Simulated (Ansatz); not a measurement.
## Geometry relaxation of HfN (part 2 of 2)

Continued. System: HfN (P1, 4 atoms in the cell). Method: DFT PBEsol, scalar-relativistic, plane waves, PAW, no spin polarisation (Ansatz 0.2.0); cutoff 420 eV, 10×10×8 k-mesh, Gaussian smearing of 0.15 eV. The structure derives from a Materials Project entry. It belongs to a series of runs on one base structure; here: all atoms moved at random, sigma 0.25 A a component, cell strained at random, sigma 0.1; relaxed back.

Geometry of the input (Å; fractional positions):
```
0.3712  -2.5538  -2.7708
0.2905  2.0030  -2.2199
4.8792  -0.0807  -0.6618
Hf 0.4873  0.4921  0.4642
Hf 0.1053  0.0380  0.0832
N  -0.0955  0.4460  0.2692
N  0.5029  0.0239  0.6835
```

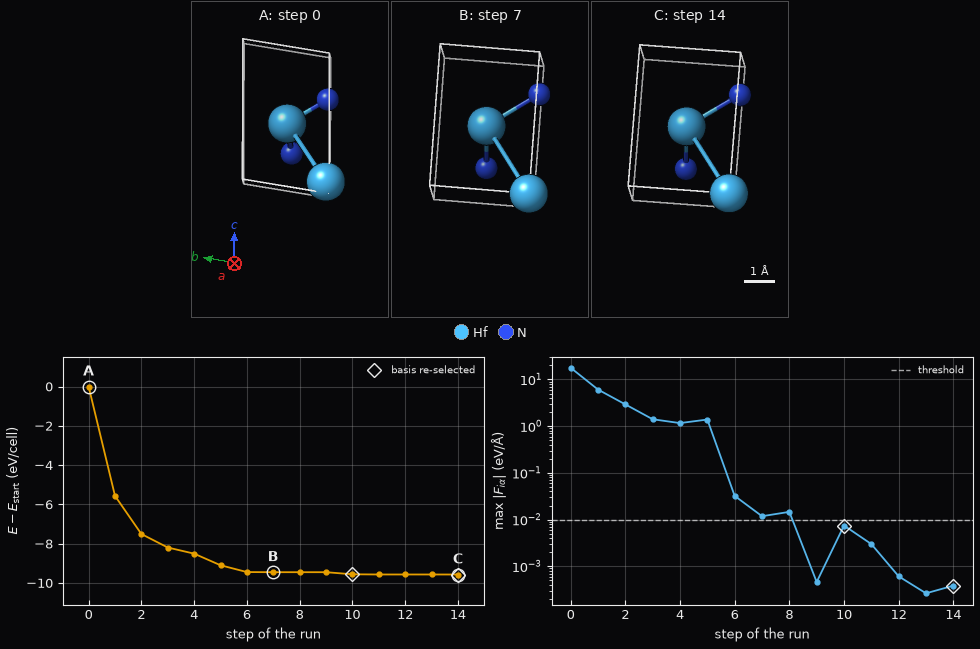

Figure 1. Frames of the relaxation (ball-and-stick view of the cell of the calculation, seen at an oblique angle) above the curves, on which the letters mark them (the first geometry is step 0 here and step 1 in the log).

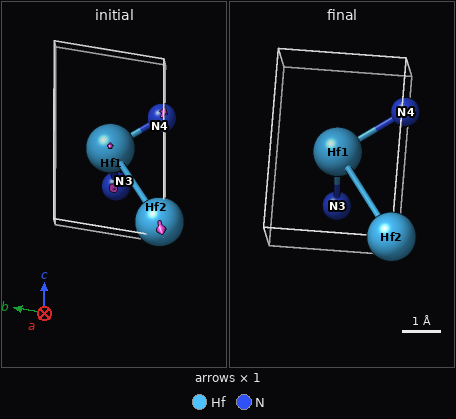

Figure 2. Before (left) and after (right) the relaxation, at one scale (ball-and-stick view of the cell of the calculation, seen at an oblique angle). The pink arrows give the displacements (without the part carried along by the change of the cell), at true length. After 12 geometry steps the energy has fallen by 9.564 eV per cell of the calculation. The largest force component goes from 18 to 0.00038 eV/Å. The pressure goes from 89.22 to 0.02 GPa. The basis was re-selected once at an unchanged geometry, which shifts the energy a little without any move. The atom that moves furthest relative to the cell is Hf2 (0.56 Å). By element the largest moves are Hf 0.56 Å, N 0.39 Å. The volume changes by +7.2 %, with a 3.786 → 3.445 Å (−9.0 %), b 3.004 → 3.444 Å (+14.6 %), c 4.925 → 4.858 Å (−1.3 %), α 79.4° → 90.0°, β 78.1° → 90.0°, γ 84.2° → 90.0°. Distances before and after: Hf2–N4 3.314 → 2.108 Å, Hf1–Hf2 2.795 → 3.440 Å, Hf1–N3 2.607 → 2.108 Å, Hf1–N4 1.612 → 2.107 Å. New bonds form: Hf2–N4 (3.31 → 2.11 Å). Among the angles that change: Hf1–N3–Hf2 73.5° → 109.4°, Hf1–N3–Hf2 130.3° → 109.4°, Hf1–N3–Hf2 91.8° → 109.4°. The space group (tolerance 0.01 Å) goes from P1 (No. 1) to I-4m2 (No. 119). The energy change given includes the shifts at the re-selections in mid-walk, which come without any move. A last SCF at the same geometry on a re-selected plane-wave basis shifts the energy by −1.2 meV per cell of the calculation. (Atoms are counted from 1 in the order of the input.)

```
basis re-selected at this cell: Δ(F+E_penalty+E_count) = -1.218e-3 eV, ΔP = +0.011 GPa vs the last step (what re-selecting the basis moved, of the pressure what is left beyond the Pulay correction that the steps carried, after the strain that the cell walked since its last selection, with what the two solves' SCF thresholds leave and, on support functions, any second-order correction that the steps lacked; it is no measure of the basis error at this ecutwfc). This SCF's stress stands 9.01e-2 GPa from its target on what of the cell is left free (relax.cell.stress_tol is 1.00e-1 GPa) and its largest allowed force component is 3.85e-4 eV/Å (relax.f_tol is 1.00e-2 eV/Å): within both
SCF converged after 6 iterations
Free energy (F): -31959.151088 eV
Harris-Foulkes:  -31959.151088 eV  (|F-HF|=7.28e-12)
Internal energy: -31959.137832 eV  (E = F + TS)
E sigma→0 (E₀):  -31959.144460 eV
Entropy (-TS):   -0.013256 eV (-3.314 meV/atom)
Fermi energy:    18.194256 eV
--- Per-component energies (eV) ---
  E_band       = 36.178292
  E_kinetic    = 1109.400622
  E_local      = -11168.119862  (includes V_loc(G=0)·N_el)
  E_nonlocal   = -2383.887234
  E_hartree    = 5182.081351
  E_xc         = -714.924492
  E_vxc        = -684.671673  (∫ρ·V_xc dr)
  E_paw        = -13860.327304  (= ΣΔE_a)
  E_vpaw       = 2799.293804  (= ΣTr[D̂ρ^β])
  E_aug_tail   = 0.000182  (compensation charges beyond the density's cutoff)
  E_ewald      = -10125.919475
  E_core_change = 2.558381  (= ΣΔE_core)
  E_smearing   = -0.013256  (= −TS)
  E_closure    = -0.000000  (closes the sum)
  Σ components = -31959.151088   (vs F -31959.151088, Δ=0.00e0)
--- Forces (eV/Å), atoms counted from 1 ---
  atom   1  Hf     0.00012858     0.00037875    -0.00006673
  atom   2  Hf     0.00012734     0.00034192    -0.00003973
  atom   3  N     -0.00013228    -0.00033508     0.00003586
  atom   4  N     -0.00012409    -0.00038530     0.00007039
  max |Σ_I F_I| component: 4.51e-7 eV/Å
--- Stress (GPa, compression-positive) ---
        0.003880      -0.018906       0.039189
       -0.018906       0.032911      -0.042394
        0.039189      -0.042394       0.023171
  P = ⅓ Tr σ = 0.0200 GPa (0.200 kbar)
--- Band table (eV; the first three rows and the last of 404) ---
  k-point 0: bands = ["-44.1920", "-44.1599", "-13.2989", "-12.9533", "-12.9527", "-12.7748", "-12.7735", "-12.7732", "1.8265", "3.4075", "5.8607", "5.8612", "5.8612", "5.8902", "5.8904", "5.8904", "5.8953", "5.9062", "5.9063", "5.9374", "5.9375", "5.9378", "5.9835", "6.0102", "11.1404", "12.6189", "12.6218", "12.6285", "14.5641", "14.5654", "17.0491", "17.5852", "20.4130", "20.4280", "20.4636", "22.3171", "22.9806", "22.9824"]
  k-point 1: bands = ["-44.1908", "-44.1612", "-13.2806", "-12.9465", "-12.9460", "-12.7967", "-12.7805", "-12.7801", "1.8929", "3.3551", "5.8611", "5.8625", "5.8625", "5.8870", "5.8902", "5.8902", "5.8969", "5.9064", "5.9065", "5.9359", "5.9359", "5.9361", "5.9918", "6.0132", "11.1459", "12.4766", "12.6747", "12.6778", "14.4610", "14.4625", "17.0418", "17.8761", "20.2120", "20.4862", "20.6637", "22.2254", "23.1547", "23.1566"]
  k-point 2: bands = ["-44.1873", "-44.1646", "-13.2281", "-12.9273", "-12.9267", "-12.8581", "-12.8002", "-12.7998", "2.0798", "3.2019", "5.8623", "5.8664", "5.8664", "5.8804", "5.8885", "5.8885", "5.9014", "5.9081", "5.9082", "5.9314", "5.9316", "5.9316", "6.0099", "6.0208", "11.1741", "12.1253", "12.8385", "12.8413", "14.1863", "14.1880", "17.1202", "18.6058", "19.6129", "20.6561", "21.2064", "21.9764", "23.6173", "23.6192"]
  k-point 403: bands = ["-44.1602", "-44.1602", "-13.1974", "-13.1974", "-13.0548", "-13.0548", "-12.9581", "-12.9581", "3.4312", "3.4312", "5.8632", "5.8632", "5.8847", "5.8847", "5.8998", "5.8998", "5.9016", "5.9016", "5.9029", "5.9029", "5.9173", "5.9173", "5.9888", "5.9888", "12.4157", "12.4157", "13.0535", "13.0535", "14.6182", "14.6182", "16.8646", "16.8646", "19.5858", "19.5858", "21.8598", "21.8598", "23.4004", "23.4004"]
--- Relaxed structure (13 steps of the walk, 13 accepted, 2 SCFs on fresh bases) ---
  F+E_penalty+E_count = -31959.15108791 eV   max|allowed force component| = 3.854e-4 eV/Å   (the final SCF, on the basis selected at the relaxed cell)
  cell:  # Å, volume = 57.6434 Å³
    - [-0.0002653195023617494, -2.4361889534256655, -2.436348021234779]
    - [0.0002600592914424049, 2.435101996341106, -2.4352518719790086]
    - [4.85807313403746, 0.00039292147030091373, -0.001849472958374454]
  atoms:
    - { symbol: Hf, position: [0.4999860859987831, 0.5000458290371398, 0.49995855729193317] }
    - { symbol: Hf, position: [-1.4342027607081188e-5, 4.587435791662127e-5, -4.1430109014199247e-5] }
    - { symbol: N, position: [1.4411830693811245e-5, 0.49995347249327626, 0.25004147981151126] }
    - { symbol: N, position: [0.50001384429813, -4.5175888332860126e-5, 0.7500413931055698] }
```

### Trajectory as extended XYZ (Å, eV, eV/Å), 15 frames, from step=1 to step=15
```
4
Lattice="0.3712 -2.5538 -2.7708 0.2905 2.0030 -2.2199 4.8792 -0.0807 -0.6618" Properties=species:S:1:pos:R:3:forces:R:3 step=1 energy=-31949.58571 pressure_GPa=89.22
Hf    2.5886   -0.2963   -2.7496   -1.6695  17.8005  -0.2655
Hf    0.4560   -0.1995   -0.4313   -9.5639  -7.5042   1.9443
N     1.4076    1.1156   -0.9036    0.6516  -1.5434 -10.6273
N     3.5285   -1.2917   -1.8988   10.5819  -8.7527   8.9484
4
Lattice="0.3559 -2.6022 -2.8029 0.2822 2.1113 -2.3100 5.0166 -0.0680 -0.6371" Properties=species:S:1:pos:R:3:forces:R:3 step=2 energy=-31955.14997 pressure_GPa=33.86
Hf    2.6863   -0.1973   -2.7884   -0.9746   6.0809  -0.7246
Hf    0.3423   -0.2152   -0.4273   -3.8225  -2.1212   1.5865
N     1.4459    1.1444   -1.0183    0.7166  -0.6568  -5.1168
N     3.6885   -1.3248   -1.8345    4.0802  -3.3030   4.2548
4
Lattice="0.3335 -2.5813 -2.7547 0.2473 2.2063 -2.3764 5.1371 -0.0728 -0.5651" Properties=species:S:1:pos:R:3:forces:R:3 step=3 energy=-31957.09100 pressure_GPa=9.49
Hf    2.7419   -0.1603   -2.7825   -0.7590   2.4285  -0.0717
Hf    0.2348   -0.1450   -0.3643   -0.0756  -0.5855   1.2926
N     1.5103    1.1231   -1.1759   -0.2198  -0.7019  -2.9276
N     3.7995   -1.3019   -1.6562    1.0543  -1.1409   1.7069
4
Lattice="0.2397 -2.5000 -2.6626 0.1972 2.3045 -2.4487 5.1560 -0.0192 -0.4223" Properties=species:S:1:pos:R:3:forces:R:3 step=4 energy=-31957.77696 pressure_GPa=0.28
Hf    2.6732   -0.0622   -2.7293    0.3082   0.7331   0.3060
Hf    0.2166   -0.1298   -0.3062    0.7083   0.1233   0.7703
N     1.5149    1.1268   -1.2933   -0.8976  -0.3266  -1.4073
N     3.7662   -1.1592   -1.4159   -0.1187  -0.5299   0.3311
4
Lattice="0.1533 -2.4706 -2.5401 0.1374 2.3569 -2.4191 5.0910 0.0026 -0.2688" Properties=species:S:1:pos:R:3:forces:R:3 step=5 energy=-31958.08995 pressure_GPa=0.17
Hf    2.6016   -0.0301   -2.5824    0.4985   0.4799   0.1939
Hf    0.1669   -0.0902   -0.2237   -0.0755   0.5668   1.1642
N     1.4265    1.1724   -1.2586   -0.6716  -0.3039  -0.9329
N     3.7320   -1.1619   -1.2977    0.2486  -0.7427  -0.4251
4
Lattice="0.0463 -2.4282 -2.4655 0.0877 2.3841 -2.4105 4.9581 0.0542 -0.1268" Properties=species:S:1:pos:R:3:forces:R:3 step=6 energy=-31958.67947 pressure_GPa=0.40
Hf    2.4996    0.0029   -2.4959    0.5762   0.2492   0.1024
Hf    0.0739   -0.0211   -0.1152   -0.7547   0.7516   1.3876
N     1.3290    1.1998   -1.2355   -0.5441  -0.1257  -0.4438
N     3.6686   -1.1444   -1.2197    0.7227  -0.8751  -1.0462
4
Lattice="0.0039 -2.4637 -2.4539 0.0177 2.4269 -2.4200 4.8064 0.0122 -0.0321" Properties=species:S:1:pos:R:3:forces:R:3 step=7 energy=-31959.02670 pressure_GPa=-0.16
Hf    2.4069   -0.0082   -2.4545    0.0215  -0.0005  -0.0025
Hf   -0.0062    0.0053   -0.0037    0.0038  -0.0159   0.0321
N     1.2174    1.2120   -1.2158   -0.0173   0.0167  -0.0162
N     3.6132   -1.2275   -1.2480   -0.0079  -0.0003  -0.0135
4
Lattice="0.0100 -2.4405 -2.4508 0.0270 2.3974 -2.4065 4.8725 0.0168 -0.0367" Properties=species:S:1:pos:R:3:forces:R:3 step=8 energy=-31959.03325 pressure_GPa=0.15
Hf    2.4473   -0.0070   -2.4497   -0.0118   0.0043  -0.0017
Hf   -0.0075    0.0061   -0.0027   -0.0106   0.0066  -0.0043
N     1.2390    1.1968   -1.2098    0.0116  -0.0066   0.0040
N     3.6669   -1.2139   -1.2502    0.0108  -0.0042   0.0019
4
Lattice="0.0091 -2.4440 -2.4493 0.0248 2.4057 -2.4106 4.8613 0.0158 -0.0353" Properties=species:S:1:pos:R:3:forces:R:3 step=9 energy=-31959.03330 pressure_GPa=-0.05
Hf    2.4413   -0.0057   -2.4502   -0.0147   0.0092  -0.0018
Hf   -0.0063    0.0056   -0.0025   -0.0145   0.0081  -0.0017
N     1.2341    1.2012   -1.2116    0.0141  -0.0083   0.0012
N     3.6568   -1.2157   -1.2487    0.0145  -0.0087   0.0022
4
Lattice="0.0099 -2.4449 -2.4504 0.0260 2.4041 -2.4093 4.8615 0.0160 -0.0373" Properties=species:S:1:pos:R:3:forces:R:3 step=10 energy=-31959.03342 pressure_GPa=0.00
Hf    2.4414   -0.0062   -2.4511    0.0001  -0.0002  -0.0001
Hf   -0.0073    0.0062   -0.0026    0.0001  -0.0005   0.0000
N     1.2357    1.1998   -1.2113    0.0001   0.0004  -0.0001
N     3.6584   -1.2167   -1.2505    0.0000   0.0002   0.0002
4
Lattice="0.0099 -2.4449 -2.4504 0.0260 2.4041 -2.4093 4.8615 0.0160 -0.0373" Properties=species:S:1:pos:R:3:forces:R:3 step=11 energy=-31959.13947 pressure_GPa=1.33
Hf    2.4414   -0.0062   -2.4511   -0.0058   0.0075  -0.0069
Hf   -0.0073    0.0062   -0.0026   -0.0057   0.0072  -0.0067
N     1.2357    1.1998   -1.2113    0.0058  -0.0072   0.0066
N     3.6584   -1.2167   -1.2505    0.0057  -0.0075   0.0069
4
Lattice="0.0005 -2.4375 -2.4378 0.0044 2.4301 -2.4304 4.8573 0.0036 -0.0068" Properties=species:S:1:pos:R:3:forces:R:3 step=12 energy=-31959.14978 pressure_GPa=0.34
Hf    2.4297   -0.0009   -2.4382    0.0027   0.0013   0.0000
Hf   -0.0015    0.0010   -0.0006    0.0029   0.0010  -0.0002
N     1.2180    1.2150   -1.2162   -0.0029  -0.0008  -0.0002
N     3.6447   -1.2170   -1.2234   -0.0031  -0.0011   0.0003
4
Lattice="-0.0004 -2.4370 -2.4371 -0.0003 2.4367 -2.4368 4.8608 -0.0001 -0.0011" Properties=species:S:1:pos:R:3:forces:R:3 step=13 energy=-31959.14955 pressure_GPa=-0.30
Hf    2.4300   -0.0002   -2.4375    0.0004   0.0003  -0.0002
Hf   -0.0001    0.0000    0.0000    0.0004   0.0003  -0.0002
N     1.2151    1.2183   -1.2187   -0.0008  -0.0001   0.0001
N     3.6455   -1.2186   -1.2194   -0.0006  -0.0001   0.0000
4
Lattice="-0.0003 -2.4362 -2.4363 0.0003 2.4351 -2.4353 4.8581 0.0004 -0.0018" Properties=species:S:1:pos:R:3:forces:R:3 step=14 energy=-31959.14987 pressure_GPa=0.01
Hf    2.4288   -0.0002   -2.4368    0.0002   0.0002   0.0001
Hf   -0.0002    0.0001   -0.0001    0.0002   0.0002   0.0001
N     1.2148    1.2175   -1.2180   -0.0002  -0.0002  -0.0001
N     3.6436   -1.2179   -1.2195   -0.0002  -0.0003   0.0000
4
Lattice="-0.0003 -2.4362 -2.4363 0.0003 2.4351 -2.4353 4.8581 0.0004 -0.0018" Properties=species:S:1:pos:R:3:forces:R:3 step=15 energy=-31959.15109 pressure_GPa=0.02
Hf    2.4288   -0.0002   -2.4368    0.0001   0.0004  -0.0001
Hf   -0.0002    0.0001   -0.0001    0.0001   0.0003   0.0000
N     1.2148    1.2175   -1.2180   -0.0001  -0.0003   0.0000
N     3.6436   -1.2179   -1.2195   -0.0001  -0.0004   0.0001
```

### Key numbers

```tsv
quantity	value
outcome	converged
space group (tolerance 0.01 Å)	P1 (1) → I-4m2 (119)
electrons treated	62
free energy	−31959.1511 eV
Fermi energy	18.194 eV
gap on the k-point mesh	none (metallic)
pressure	0.02 GPa
final volume	57.64 Å³
largest force (length of the vector) at the end	under 0.001 eV/Å
final cell	a = 3.445 Å, b = 3.444 Å, c = 4.858 Å, α = 89.98°, β = 89.99°, γ = 90.00°
hardware	1 thread of Oxide Virtual Turin-like (Zen 5), 32 GiB of memory available, shared host
wall time	18 min
peak memory	0.99 GiB
```

Spin–orbit coupling is left out, which matters for Hf.
